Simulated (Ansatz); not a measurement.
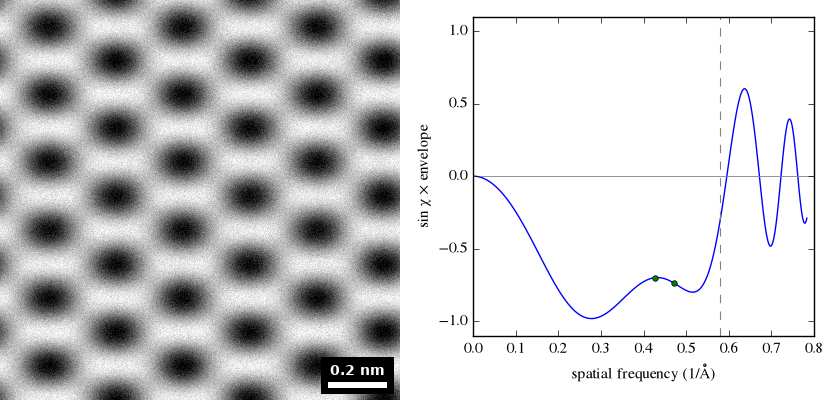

HRTEM-like image of Mo (P6_3/mmc, No. 194) along [101]. Simulated in the weak-phase-object approximation with neutral-atom potentials: 300 kV, Cs = 0.60 mm, defocus −412 Å (negative is underfocus), defocus spread 40 Å, aperture 0.58 1/Å. Shot noise was added. Atomic positions: coordinates from a relaxation at fixed volume with DFT HSE06, scalar-relativistic, plane waves, PAW (Ansatz); the starting structure was generated, so it need not be a known form of this composition.

The plot gives the contrast transfer function, the aperture (dashed) and the crystal's spatial frequencies that carry visible contrast (dots).

### Do the atom columns appear dark or bright, and why?

Dark. With positive Cs and underfocus sin χ is negative over the pass band, so the strongest columns (Mo) come out darker than the background.

### What point resolution do these settings give, and which lattice spacings pass?

About 1.7 Å (0.66 |Cs|^(1/4) λ^(3/4) with λ = 0.0197 Å). The spacings that carry visible contrast are {100} at 2.34 Å, {101} at 2.12 Å. Columns 0.78 Å apart are closer than that and merge.
